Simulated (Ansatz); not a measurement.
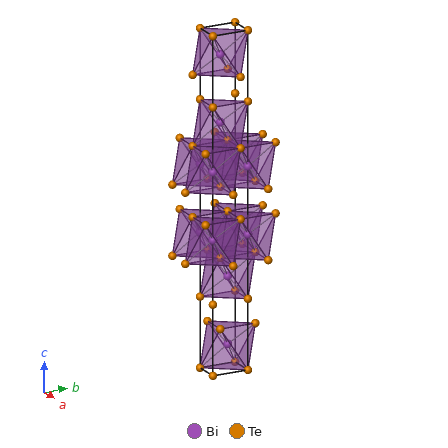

System: Bi₂Te₃, space group R-3m (No. 166). The picture shows the conventional cell.

The given structure:
```
CELL_PARAMETERS angstrom
2.19300 1.26613 10.16567
-2.19300 1.26613 10.16567
0.00000 -2.53226 10.16567
ATOMIC_POSITIONS crystal
Bi 0.60000 0.60000 0.60000
Bi 0.40000 0.40000 0.40000
Te 0.79050 0.79050 0.79050
Te 0.20950 0.20950 0.20950
Te 0.00000 0.00000 0.00000
```

How it was computed, with Ansatz 0.2.0: plane-wave DFT, no spin polarisation; energies at scaled volumes of the given cell, shape and fractions fixed, counted from the fit's minimum, third-order Birch-Murnaghan fit. Level: PBE.

- k mesh: 7×7×7
- occupations: Fermi–Dirac
- smearing width: 0.05 eV
- potentials: PseudoDojo stringent
- wave cutoff: 1450 eV
- density cutoff: 5800 eV

Predict the energy and pressure against volume. The volume takes the values 31.84, 32.52, 33.19, 33.87, 34.55, 35.23, 35.90 Å³/atom.

A third-order Birch–Murnaghan fit gives V0 = 35.16 Å³/atom, B0 = 46.8 GPa and B′ = 4.5. The energy is 55.15 meV/atom at volume 31.84 Å³/atom and 2.18 meV/atom at 35.90 Å³/atom; the lowest computed point is at volume 35.23 Å³/atom (0.02 meV/atom). The pressure falls from 5.83 GPa at volume 31.84 Å³/atom to −0.93 GPa at 35.90 Å³/atom, and changes sign near 35.17 Å³/atom.

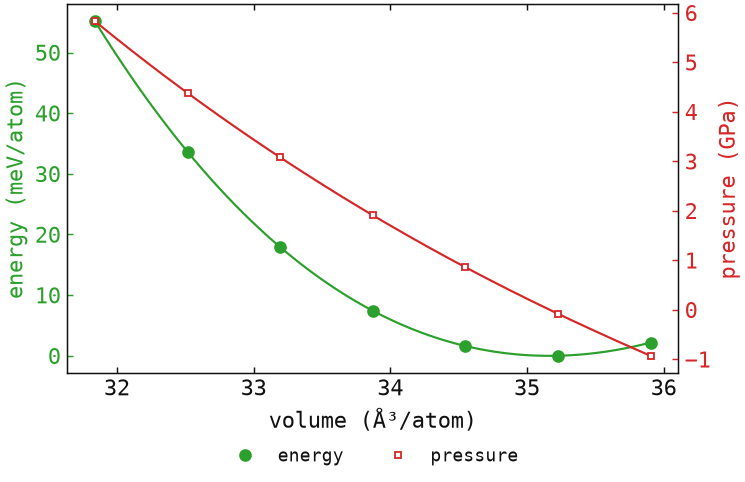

Keep in mind: spin-orbit coupling left out, heavy elements; shape and atomic fractions are frozen while scaling, which makes layered, chain and framework solids too stiff.
